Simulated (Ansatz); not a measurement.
# Magnon dispersion of the cubic antiferromagnet RbMnF3 from PBEsol+U exchange couplings

In RbMnF3 each Mn²⁺ ion carries five d electrons of parallel spin and is joined to six others through straight Mn–F–Mn bridges. Superexchange through the fluoride sets neighbouring moments against each other. The question is how the energy of a spin wave in this pattern depends on its wavevector, and which couplings decide it. Such energies govern how fast an insulating antiferromagnet carries spin signals and how well its order withstands heat. They are calculated here by linear spin-wave theory from PBEsol couplings with U = 4 eV on Mn, and are counted from the collinear ordered state. Couplings at constrained moments give the main set, and couplings at rigid moments a second one.

## Method

One crystal, RbMnF3 (cubic perovskite, Pm-3m), in the lowest of the collinear states that were tried (10 atom(s), 2 counted as magnetic, largest moment 4.21 muB), from cells of the Materials Project database (relaxed there by DFT). Ansatz 0.2.0, plane waves with the earlier PAW datasets of its set soft_1, cutoff 420 eV, collinear spins without spin-orbit coupling, Fermi-Dirac smearing of 0.05 eV. The k mesh is 3×6×6 and the sums for the couplings run over 3×6×6. Functional: PBEsol, Dudarev U (eV) Mn 4. The couplings are taken at constrained moments: the directions are held and the rest of the density and field relaxes in linear response. A second set comes from the magnetic force theorem at rigid moments: each moment turns with its exchange field frozen. The strongest shells of the first set are Mn–Mn pairs of opposed moments at 4.23 Å, 6 neighbours, J = -2.07 meV; Mn–Mn pairs of parallel moments at 5.99 Å, 12 neighbours, J = -0.0286 meV; Mn–Mn pairs of parallel moments at 8.46 Å, 6 neighbours, J = 0.0053 meV. Adiabatic magnon energies follow from all couplings by linear spin-wave theory along a path through the zone of the magnetic cell. The rows are a selection of 22 of the 67 points on this stretch of the path, with its corners; over all 67 points the lowest branch of the first set reaches 9.76 meV and the highest 9.76 meV. By the count of bands on its mesh the state is insulating, with a gap of 4.27 eV.

Notes on method and selection:

- J is defined by E = -sum over ordered pairs (each pair twice) of J e_i.e_j with unit vectors e, a classical Heisenberg model without biquadratic or multi-spin terms, so J > 0 favours parallel moments and the moment's size is inside J.
- Without spin-orbit coupling there is no anisotropy, so the lowest branch goes to zero at the ordering wavevectors; damping and quantum corrections are left out.
- Couplings at rigid moments can miss in size and sometimes in sign.
- The state is the lowest of a few collinear starts and need not be the true ground state; spin-orbit coupling is left out.
- Ansatz's own search for a lower self-consistent state was switched off in some of these runs and left at its default in others, so a run without it may rest in a state that is not the lowest for its pattern of moments.
- In insulators under a U, antiferromagnetic superexchange from these couplings can differ by one to four tenths from that of total energies at the same settings (constrained couplings mostly lie weaker), so a match with experiment does not fix U.
- Runs whose couplings were flagged as in doubt, moved by over 30 per cent with the upper empty bands, lost their pattern of moments or rest on unlike orbital states are not listed.
- For crystals with 4f or 5f elements only couplings at constrained moments are used, since rigid ones can be several times too large.
- Runs that did not converge, have known faults or may not be shown are not listed, and runs on Ansatz's PAW sets soft_1 and soft_2 are kept to separate tables.

Columns:

- path length (1/Å): length along the path from its start.
- q: wavevector in fractions of the magnetic cell's reciprocal vectors.
- lowest, constrained (meV): energy of the lowest magnon branch, constrained couplings.
- highest, constrained (meV): energy of the highest of the 2 branches, constrained couplings.
- lowest, rigid (meV): energy of the lowest magnon branch, rigid couplings.

## The series

| member | path length (1/Å) | q | lowest, constrained (meV) | highest, constrained (meV) | lowest, rigid (meV) | remark |
| --- | --- | --- | --- | --- | --- | --- |
| 0.000 1/Å | 0.000 | (0, 0, 0) | 0.00 | 0.00 | 0.00 | corner of the path |
| 0.270 1/Å | 0.270 | (0, 0.182, 0) | 5.76 | 5.76 | 7.59 |  |
| 0.540 1/Å | 0.540 | (0, 0.364, 0) | ? | ? | ? |  |
| 0.742 1/Å | 0.742 | (0, 0.5, 0) | 9.02 | 9.02 | 11.88 | corner of the path |
| 0.766 1/Å | 0.766 | (0.023, 0.511, 0.023) | 9.03 | 9.03 | 11.89 |  |
| 0.862 1/Å | 0.862 | (0.114, 0.557, 0.114) | 9.17 | 9.17 | 12.07 |  |
| 0.957 1/Å | 0.957 | (0.204, 0.602, 0.204) | 9.42 | 9.42 | 12.40 |  |
| 1.005 1/Å | 1.005 | (0.25, 0.625, 0.25) | 9.54 | 9.54 | 12.56 | corner of the path |
| 1.087 1/Å | 1.087 | (0.341, 0.648, 0.273) | 9.59 | 9.59 | 12.63 |  |
| 1.253 1/Å | 1.253 | (0.523, 0.693, 0.318) | 9.65 | 9.65 | 12.70 |  |
| 1.418 1/Å | 1.418 | (0.704, 0.739, 0.364) | 9.57 | 9.57 | 12.60 |  |
| 1.459 1/Å | 1.459 | (0.75, 0.75, 0.375) | 9.54 | 9.54 | 12.56 | corner of the path |
| 1.674 1/Å | 1.674 | (0.546, 0.546, 0.273) | 9.42 | 9.42 | 12.40 |  |
| 1.960 1/Å | 1.960 | (0.273, 0.273, 0.136) | 6.22 | 6.22 | 8.19 |  |
| 2.247 1/Å | 2.247 | (0, 0, 0) | 0.00 | 0.00 | 0.00 | corner of the path |
| 2.480 1/Å | 2.480 | (0.182, 0.182, 0.182) | 5.28 | 5.28 | 6.95 |  |
| 2.714 1/Å | 2.714 | (0.364, 0.364, 0.364) | 8.87 | 8.87 | 11.69 |  |
| 2.889 1/Å | 2.889 | (0.5, 0.5, 0.5) | 9.76 | 9.76 | 12.85 | corner of the path |
| 2.937 1/Å | 2.937 | (0.5, 0.523, 0.477) | 9.75 | 9.75 | 12.85 |  |
| 3.128 1/Å | 3.128 | (0.5, 0.614, 0.386) | 9.70 | 9.70 | 12.78 |  |
| 3.319 1/Å | 3.319 | (0.5, 0.704, 0.296) | 9.64 | 9.64 | 12.69 |  |
| 3.414 1/Å | 3.414 | (0.5, 0.75, 0.25) | 9.63 | 9.63 | 12.68 | corner of the path |

Cells marked ? are withheld until the estimate has been made.

lowest, constrained (meV) against path length (1/Å), members shown:

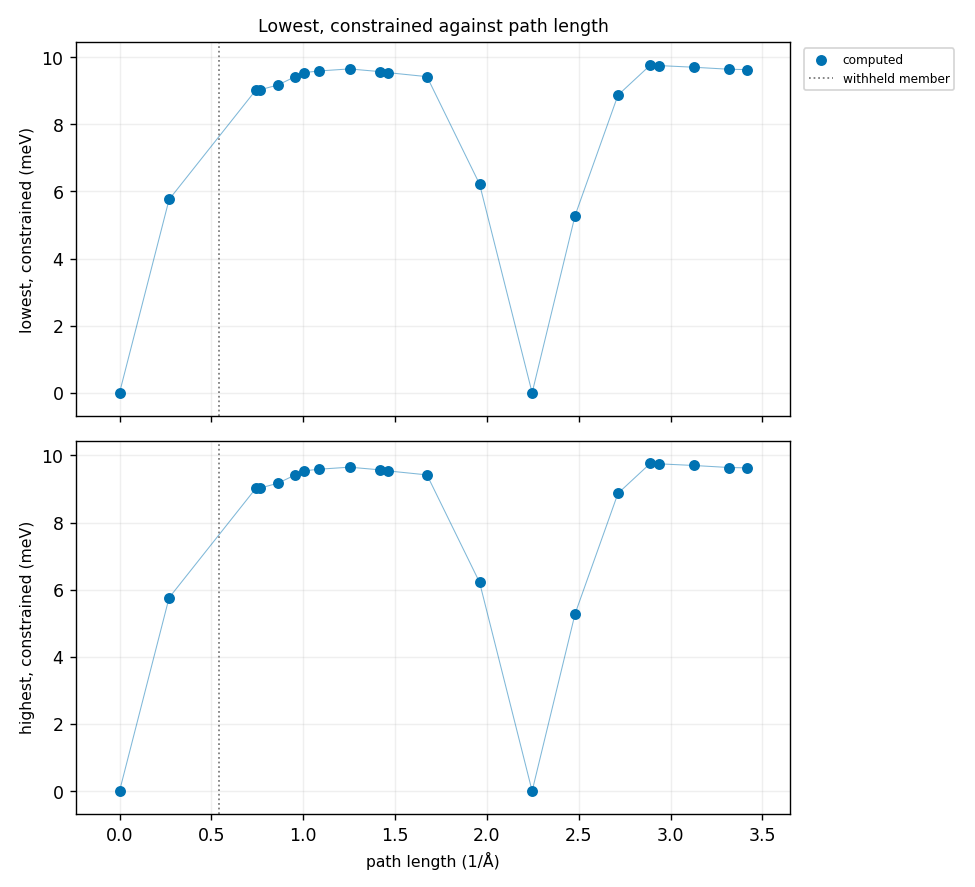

## Mechanism

The two branches coincide in every row shown, as expected for two equivalent sublattices of opposed moments without anisotropy. The energy rises steeply from zero at the zone centre, with a mean slope of 5.76 / 0.270 = 21.3 meV Å up to the first point, and then flattens. The corners away from the centre lie between 9.02 and 9.76 meV.

This shape follows from ω = c √(A² − B²). Here B = 6|J₁|γ, where γ is the mean cosine of the phase between nearest neighbours. A is 6|J₁| plus the sum of J(1 − cos φ) over pairs of parallel moments, φ being the phase between the two. The factor c is 4 divided by the moment in μB. With J₁ = −2.07 meV, 6|J₁| is 6 × 2.07 = 12.42 meV, whereas the twelve second neighbours together bring only 12 × 0.0286 = 0.34 meV. The nearest-neighbour coupling therefore sets nearly the whole scale.

The weaker couplings show most clearly between (0.5, 0.5, 0.5) and (0.5, 0.75, 0.25). On this line γ is zero, so J₁ alone would give a constant energy, yet the table falls by 9.76 − 9.63 = 0.13 meV. The second shell lowers A by 4 × 0.0286 = 0.114 meV and the third by 8 × 0.0053 = 0.042 meV, and their sum multiplied by c accounts for the drop. The negative second-shell coupling opposes the parallel alignment of its pairs and so softens the magnons.

Rigid moments raise the energies almost uniformly: 7.59 / 5.76 = 1.32 near the centre and 12.85 / 9.76 = 1.32 at the top. The form of the dispersion is thus common to both sets, while its scale depends on the treatment of the moments. The scale also depends on U, since a larger U weakens superexchange.

## Predicting the missing value

Plain estimates from the members shown:

- 0.540 1/Å, straight-line interpolation between 0.270 1/Å and 0.742 1/Å: w = (0.540 − 0.270) / (0.742 − 0.270) = 0.572, so 5.76 + 0.572 × (9.02 − 5.76) = 7.62 meV

The straight-line estimate of 7.62 meV must be too low, because it cuts beneath a curve that flattens towards the corner. The spin-wave formula with the three printed couplings follows that bend.

The factor c is fixed at (0.5, 0.5, 0.5), where B = 0 and A = 6 × 2.07 − 12 × 0.0286 + 12 × 0.0053 = 12.14 meV, so c = 9.76 / 12.14 = 0.804. This corresponds to a moment of 4 / 0.804 = 4.98 μB, close to the five of a d⁵ ion.

On the first stretch the phase between neighbours along one cubic axis is 2π times the second component of q, and the other two axes have none. The printed 0.364 is 4/11, and cos(2π × 4/11) is roughly −0.65. Then:

- γ = (2 − 0.65) / 3 = 0.45, and B = 6 × 2.07 × 0.45 = 5.589 meV
- A = 6 × 2.07 − 8 × (1 + 0.65) × 0.0286 + 4 × (1 − 0.65²) × 0.0053 = 12.055 meV
- ω = 0.804 × √(12.055² − 5.589²) = 8.59 meV

The same steps give 5.76 meV at 0.270 1/Å and 9.02 meV at 0.742 1/Å, both as tabulated. At (0.364, 0.364, 0.364) they come within about 0.01 meV of the tabulated 8.87 meV. The error bar of 0.01 meV follows from these misses and the rounding of the couplings and the cosine.

**Committed estimate, 0.540 1/Å: lowest, constrained = 8.59 ± 0.01 meV.**

## Outcome

| member | path length (1/Å) | q | lowest, constrained (meV) | highest, constrained (meV) | lowest, rigid (meV) |
| --- | --- | --- | --- | --- | --- |
| 0.540 1/Å | 0.540 | (0, 0.364, 0) | 8.60 | 8.60 | 11.31 |

| member | estimate | lowest, constrained (meV) | computed | estimate − computed | miss in error bars |
| --- | --- | --- | --- | --- | --- |
| 0.540 1/Å | committed | 8.59 | 8.60 | −0.01 | 1.0 |
| 0.540 1/Å | interpolation | 7.62 | 8.60 | −0.98 |  |

lowest, constrained (meV) against path length (1/Å):

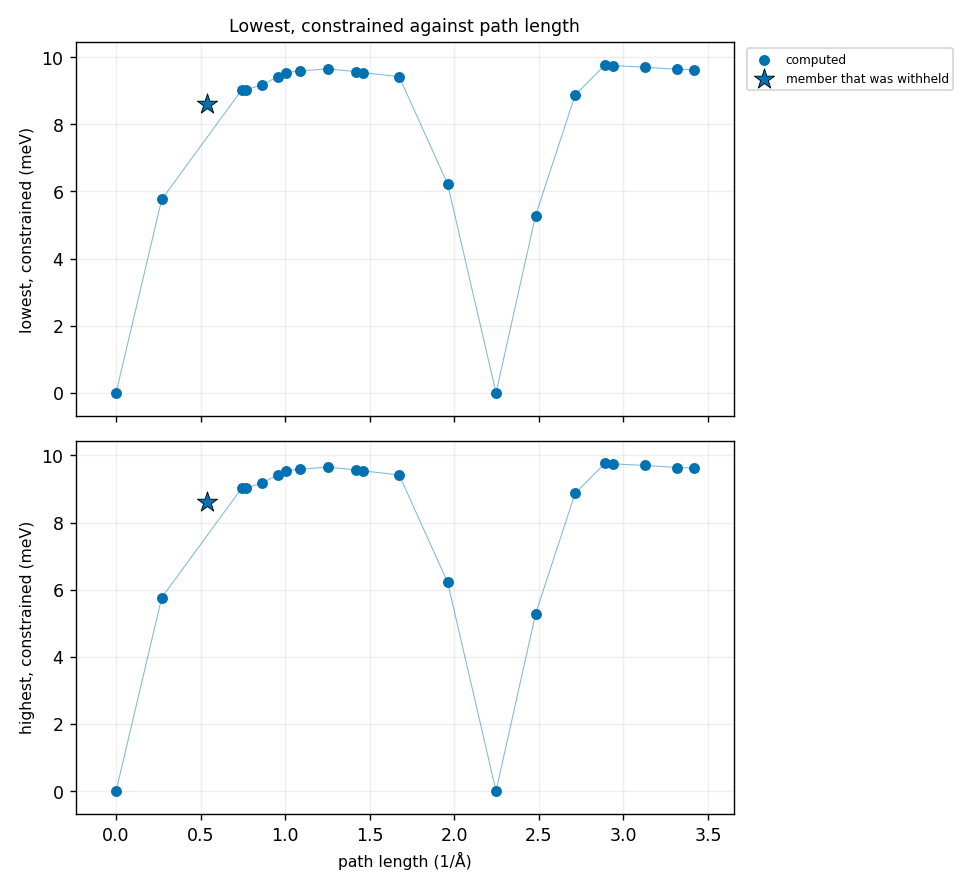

The estimate of 8.59 meV lies 0.01 meV below the computed 8.60 meV, at the edge of its error bar. Straight-line interpolation fell 0.98 meV short because it ignores the flattening towards the corner.

The spin-wave formula held, and the result also shows how much the weaker couplings contribute. With nearest neighbours alone, scaled to the same 9.76 meV at (0.5, 0.5, 0.5), the energy would be 9.76 × √(1 − 0.45²) = 8.72 meV, which is 8.72 − 8.60 = 0.12 meV too high. The second and third shells remove that excess. J₁ therefore gives the curve its height and its bend, and once the scale is fixed at (0.5, 0.5, 0.5), the weaker couplings correct it by at most about two per cent.

Taking the scale from a shown row also mattered. It corresponds to a moment of 4.98 μB, close to the full d⁵ moment, whereas the site moment of 4.21 μB would have raised the estimate by a factor 4.98 / 4.21 = 1.18.

## Exceptions

None stands out: the formula with three couplings and one common scale reproduces every row to about 0.01 meV. The two zeros at (0, 0, 0) belong to the same curve, since turning all moments together costs no energy without anisotropy.

## Closing remarks

Along this path, one scale and three couplings give a further point to about 0.01 meV within the constrained set. That precision concerns the interpolation, not the agreement with a real crystal.

For long waves the same formula gives a slope of 0.804 × 4.23 × √(2 × 12.42 × (2.07 − 4 × 0.0286 + 4 × 0.0053)) = 23.8 meV Å. At roughly 0.15 km/s per meV Å, this is a magnon velocity of about 3.6 km/s.

The corners away from the centre differ by only 9.76 − 9.02 = 0.74 meV. The choice between constrained and rigid moments shifts the top by 12.85 − 9.76 = 3.09 meV but leaves the ratios within the curve almost unchanged, so the shape is much less sensitive to that choice than the scale. Temperature is left out of linear spin-wave theory as used here; heating towards the ordering temperature would lower the magnon energies.
